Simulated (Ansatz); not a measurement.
# Geometry relaxation of SiO$_{2}$ (part 2 of 2)

The same run, continued: SiO$_{2}$ (Pnnm, 24 atoms in the cell); DFT r2SCAN, scalar-relativistic, plane waves, PAW (Ansatz 0.2.0); cutoff 500 eV, 6×4×4 k-mesh, Gaussian smearing of 0.02 eV. The structure derives from a Materials Project entry. The run did not end well. It belongs to a series of runs on one base structure; here: volume × 1.03, shape and atoms relaxed.

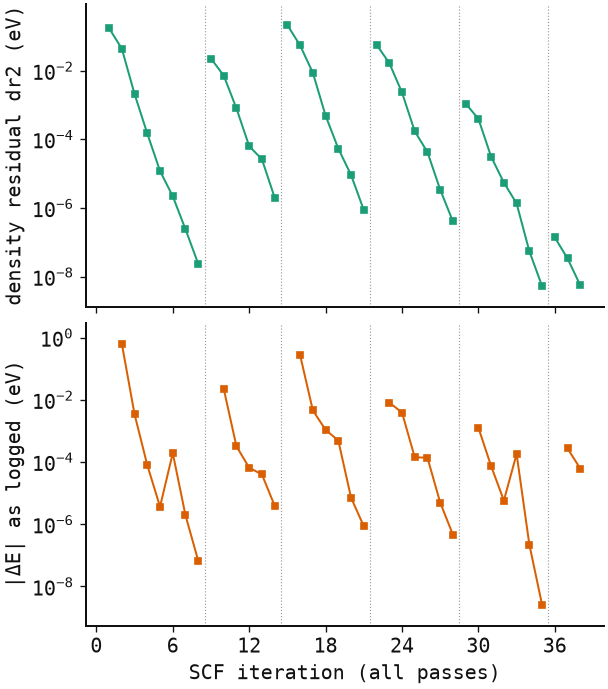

**Figure 1.** Convergence of the self-consistent field: density residual dr2 and size of the energy change against the SCF iteration. Dotted lines part the SCF passes that the log prints in full.

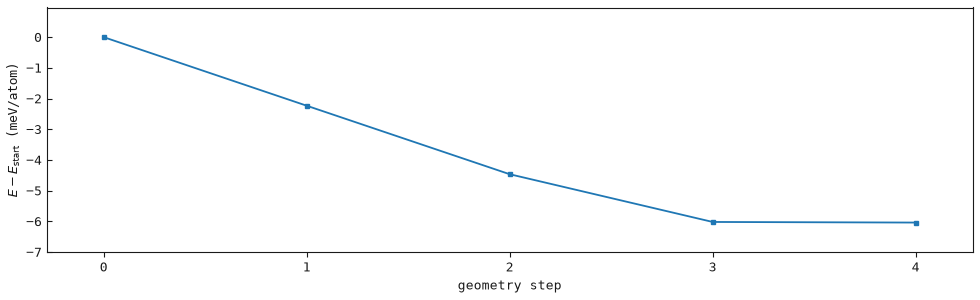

**Figure 2.** Progress of the relaxation, step by step (the first geometry is step 0 here and step 1 in the log).

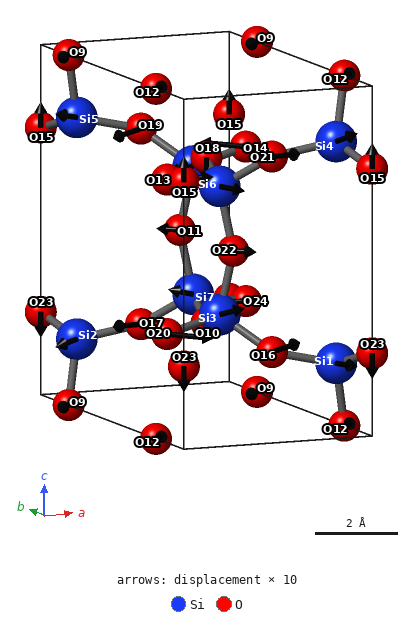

**Figure 3.** The starting structure with the displacements (without the part carried along by the change of the cell) as black arrows, magnified 10 times (ball-and-stick view of the cell of the calculation, seen slightly off an axis). The run was cut off at its time limit before the relaxation converged, so the last structure is only a point on the way. The largest moves relative to the cell, 0.12 Å, are those of 8 atoms (O13, O14, O16, O17 and others). Largest moves by element: O 0.12 Å, Si 0.07 Å. The drawn cell changes at constant volume: a 5.015 → 5.028 Å (+0.3 %), b 8.891 → 8.870 Å (−0.2 %), c 8.682 → 8.679 Å (0.0 %). Distances before and after: Si1–O12 1.625 → 1.611 Å. Among the angles that change: Si4–O21–Si6 143.1° → 147.3°, Si4–O15–Si5 147.1° → 150.4°. The space group stays Pnnm (No. 58). The energy falls by 6.0 meV per atom in 4 geometry steps. The largest force component goes from 0.29 to 0.0035 eV/Å. The pressure goes from −4.52 to −0.51 GPa. (Atoms are counted from 1 in the order of the input.)

**Trajectory as extended XYZ (Å, eV, eV/Å), 4 of the 5 frames kept, from step=1 to step=5**
```
24
Lattice="5.0147 0.0000 0.0000 0.0000 8.8907 0.0000 0.0000 0.0000 8.6823" Properties=species:S:1:pos:R:3:forces:R:3 step=1 energy=-14240.36809 pressure_GPa=-4.52
Si    4.7113    1.5311    1.5912    0.0171  -0.0106  -0.0336
Si    0.3034    7.3596    1.5912   -0.0171   0.0106  -0.0336
Si    2.2039    2.9143    2.7500    0.0171   0.0106   0.0336
Si    4.7113    1.5311    7.0911    0.0171  -0.0106   0.0336
Si    0.3034    7.3596    7.0911   -0.0171   0.0106   0.0336
Si    2.2039    2.9143    5.9324    0.0171   0.0106  -0.0336
Si    2.8108    5.9764    2.7500   -0.0171  -0.0106   0.0336
Si    2.8108    5.9764    5.9324   -0.0171  -0.0106  -0.0336
O     0.0160    7.1946    0.0000    0.1893   0.0989   0.0000
O     2.5073    4.4453    2.2888    0.0000   0.0000   0.2908
O     2.5233    6.1415    4.3412    0.1893  -0.0989   0.0000
O     4.9987    1.6961    0.0000   -0.1893  -0.0989   0.0000
O     0.6493    2.5552    6.2568    0.2018  -0.2178   0.1725
O     4.3654    6.3355    6.2568   -0.2018   0.2178   0.1725
O     0.0000    0.0000    6.6299    0.0000   0.0000   0.2908
O     3.1566    1.8901    1.9156    0.2018   0.2178   0.1725
O     1.8581    7.0006    1.9156   -0.2018  -0.2178   0.1725
O     2.5073    4.4453    6.3936    0.0000   0.0000  -0.2908
O     1.8581    7.0006    6.7667   -0.2018  -0.2178  -0.1725
O     0.6493    2.5552    2.4255    0.2018  -0.2178  -0.1725
O     3.1566    1.8901    6.7667    0.2018   0.2178  -0.1725
O     2.4914    2.7492    4.3412   -0.1893   0.0989   0.0000
O     0.0000    0.0000    2.0524    0.0000   0.0000  -0.2908
O     4.3654    6.3355    2.4255   -0.2018   0.2178  -0.1725
24
Lattice="5.0128 0.0000 0.0000 0.0000 8.8905 0.0000 0.0000 0.0000 8.6857" Properties=species:S:1:pos:R:3:forces:R:3 step=2 energy=-14240.42169 pressure_GPa=-3.68
Si    4.7264    1.5322    1.5884   -0.0014  -0.0078   0.0159
Si    0.2864    7.3584    1.5884    0.0014   0.0078   0.0159
Si    2.2200    2.9131    2.7544   -0.0014   0.0078  -0.0159
Si    4.7264    1.5322    7.0973   -0.0014  -0.0078  -0.0159
Si    0.2864    7.3584    7.0973    0.0014   0.0078  -0.0159
Si    2.2200    2.9131    5.9313   -0.0014   0.0078   0.0159
Si    2.7929    5.9774    2.7544    0.0014  -0.0078  -0.0159
Si    2.7929    5.9774    5.9313    0.0014  -0.0078   0.0159
O     0.0021    7.1959    0.0000    0.1512   0.0467   0.0000
O     2.5064    4.4453    2.2988    0.0000   0.0000   0.2189
O     2.5085    6.1399    4.3429    0.1512  -0.0467   0.0000
O     5.0108    1.6946    0.0000   -0.1512  -0.0467   0.0000
O     0.6721    2.5458    6.2626    0.1480  -0.2008   0.1408
O     4.3408    6.3448    6.2626   -0.1480   0.2008   0.1408
O     0.0000    0.0000    6.6417    0.0000   0.0000   0.2189
O     3.1785    1.8995    1.9197    0.1480   0.2008   0.1408
O     1.8344    6.9910    1.9197   -0.1480  -0.2008   0.1408
O     2.5064    4.4453    6.3869    0.0000   0.0000  -0.2189
O     1.8344    6.9910    6.7660   -0.1480  -0.2008  -0.1408
O     0.6721    2.5458    2.4232    0.1480  -0.2008  -0.1408
O     3.1785    1.8995    6.7660    0.1480   0.2008  -0.1408
O     2.5044    2.7506    4.3429   -0.1512   0.0467   0.0000
O     0.0000    0.0000    2.0440    0.0000   0.0000  -0.2189
O     4.3408    6.3448    2.4232   -0.1480   0.2008  -0.1408
24
Lattice="5.0252 0.0000 0.0000 0.0000 8.8769 0.0000 0.0000 0.0000 8.6777" Properties=species:S:1:pos:R:3:forces:R:3 step=4 energy=-14240.51256 pressure_GPa=-0.55
Si    4.7863    1.5397    1.5764   -0.0137  -0.0027  -0.0099
Si    0.2389    7.3372    1.5764    0.0137   0.0027  -0.0099
Si    2.2737    2.8987    2.7625   -0.0137   0.0027   0.0099
Si    4.7863    1.5397    7.1013   -0.0137  -0.0027   0.0099
Si    0.2389    7.3372    7.1013    0.0137   0.0027   0.0099
Si    2.2737    2.8987    5.9152   -0.0137   0.0027  -0.0099
Si    2.7515    5.9782    2.7625    0.0137  -0.0027   0.0099
Si    2.7515    5.9782    5.9152    0.0137  -0.0027  -0.0099
O    -0.0332    7.1444    0.0000   -0.0158  -0.0127   0.0000
O     2.5126    4.4384    2.3499    0.0000   0.0000  -0.0073
O     2.4794    6.1710    4.3388   -0.0158   0.0127   0.0000
O     5.0584    1.7325    0.0000    0.0158   0.0127   0.0000
O     0.7519    2.4906    6.2579    0.0094   0.0076   0.0150
O     4.2733    6.3863    6.2579   -0.0094  -0.0076   0.0150
O     0.0000    0.0000    6.6887    0.0000   0.0000  -0.0073
O     3.2645    1.9478    1.9191    0.0094  -0.0076   0.0150
O     1.7607    6.9291    1.9191   -0.0094   0.0076   0.0150
O     2.5126    4.4384    6.3278    0.0000   0.0000   0.0073
O     1.7607    6.9291    6.7586   -0.0094   0.0076  -0.0150
O     0.7519    2.4906    2.4198    0.0094   0.0076  -0.0150
O     3.2645    1.9478    6.7586    0.0094  -0.0076  -0.0150
O     2.5458    2.7059    4.3388    0.0158  -0.0127   0.0000
O     0.0000    0.0000    1.9889    0.0000   0.0000   0.0073
O     4.2733    6.3863    2.4198   -0.0094  -0.0076  -0.0150
24
Lattice="5.0279 0.0000 0.0000 0.0000 8.8704 0.0000 0.0000 0.0000 8.6794" Properties=species:S:1:pos:R:3:forces:R:3 step=5 energy=-14240.51303 pressure_GPa=-0.51
Si    4.7861    1.5394    1.5761   -0.0035  -0.0016   0.0025
Si    0.2418    7.3309    1.5761    0.0035   0.0016   0.0025
Si    2.2721    2.8957    2.7636   -0.0035   0.0016  -0.0025
Si    4.7861    1.5394    7.1033   -0.0035  -0.0016  -0.0025
Si    0.2418    7.3309    7.1033    0.0035   0.0016  -0.0025
Si    2.2721    2.8957    5.9158   -0.0035   0.0016   0.0025
Si    2.7558    5.9746    2.7636    0.0035  -0.0016  -0.0025
Si    2.7558    5.9746    5.9158    0.0035  -0.0016   0.0025
O    -0.0283    7.1352    0.0000   -0.0025  -0.0035   0.0000
O     2.5139    4.4352    2.3520    0.0000   0.0000  -0.0011
O     2.4857    6.1704    4.3397   -0.0025   0.0035   0.0000
O     5.0561    1.7352    0.0000    0.0025   0.0035   0.0000
O     0.7507    2.4917    6.2635    0.0023   0.0013   0.0029
O     4.2772    6.3786    6.2635   -0.0023  -0.0013   0.0029
O     0.0000    0.0000    6.6917    0.0000   0.0000  -0.0011
O     3.2647    1.9435    1.9238    0.0023  -0.0013   0.0029
O     1.7632    6.9269    1.9238   -0.0023   0.0013   0.0029
O     2.5139    4.4352    6.3274    0.0000   0.0000   0.0011
O     1.7632    6.9269    6.7556   -0.0023   0.0013  -0.0029
O     0.7507    2.4917    2.4159    0.0023   0.0013  -0.0029
O     3.2647    1.9435    6.7556    0.0023  -0.0013  -0.0029
O     2.5422    2.7000    4.3397    0.0025  -0.0035   0.0000
O     0.0000    0.0000    1.9877    0.0000   0.0000   0.0011
O     4.2772    6.3786    2.4159   -0.0023  -0.0013  -0.0029
```

The run was set up as follows.

**Input file**
```yaml
crystal:
  lattice:
    - [5.0146970509, 0.0, 0.0]
    - [0.0, 8.8906970509, 0.0]
    - [0.0, 0.0, 8.6823320333]
  atoms:
    - { symbol: Si, position: [0.9394936047, 0.1722095228, 0.1832680346] }
    - { symbol: Si, position: [0.0605063953, 0.8277904772, 0.1832680346] }
    - { symbol: Si, position: [0.4394936047, 0.3277904772, 0.3167319654] }
    - { symbol: Si, position: [0.9394936047, 0.1722095228, 0.8167319654] }
    - { symbol: Si, position: [0.0605063953, 0.8277904772, 0.8167319654] }
    - { symbol: Si, position: [0.4394936047, 0.3277904772, 0.6832680346] }
    - { symbol: Si, position: [0.5605063953, 0.6722095228, 0.3167319654] }
    - { symbol: Si, position: [0.5605063953, 0.6722095228, 0.6832680346] }
    - { symbol: O, position: [0.003184591, 0.8092254553, 0.0] }
    - { symbol: O, position: [0.5, 0.5, 0.2636110955] }
    - { symbol: O, position: [0.503184591, 0.6907745447, 0.5] }
    - { symbol: O, position: [0.996815409, 0.1907745447, 0.0] }
    - { symbol: O, position: [0.1294759002, 0.2874053173, 0.7206361448] }
    - { symbol: O, position: [0.8705240998, 0.7125946827, 0.7206361448] }
    - { symbol: O, position: [0.0, 0.0, 0.7636110955] }
    - { symbol: O, position: [0.6294759002, 0.2125946827, 0.2206361448] }
    - { symbol: O, position: [0.3705240998, 0.7874053173, 0.2206361448] }
    - { symbol: O, position: [0.5, 0.5, 0.7363889045] }
    - { symbol: O, position: [0.3705240998, 0.7874053173, 0.7793638552] }
    - { symbol: O, position: [0.1294759002, 0.2874053173, 0.2793638552] }
    - { symbol: O, position: [0.6294759002, 0.2125946827, 0.7793638552] }
    - { symbol: O, position: [0.496815409, 0.3092254553, 0.5] }
    - { symbol: O, position: [0.0, 0.0, 0.2363889045] }
    - { symbol: O, position: [0.8705240998, 0.7125946827, 0.2793638552] }
basis:
  ecutwfc: 500
kpoints:
  mp_grid: { grid: [6, 4, 4] }
hamiltonian:
  xc: r2scan
scf:
  occupations: { method: gaussian, width: 0.02 }
output:
  forces: true
  stress: true
  eigenvalues: true
relax:
  adjacent_minimum: "off"
  f_tol: 0.01
  max_steps: 30
  cell: { stress_tol: 0.1, fix: [volume] }
```

Command:
```bash
ansatz run input.yaml --threads 4 --pin off --max-ram 10240MiB --backend cpu --events-out ev --progress --plain --runs-dir out
```

**What the run reported**

- outcome: stopped at the time limit
- space group (tolerance 0.01 Å): Pnnm (58)
- final cell: a = 5.028 Å, b = 8.870 Å, c = 8.679 Å, α = 90.00°, β = 90.00°, γ = 90.00°
- hardware: 4 threads of Intel Xeon @ 2.50GHz (Skylake/Cascade Lake), 32 GiB of memory available, shared host
- wall time: 5.2 min (CPU time 20 min)
- peak memory: 2.6 GiB

**Diagnosis**

The run was cut off by its time limit, so the output is incomplete.
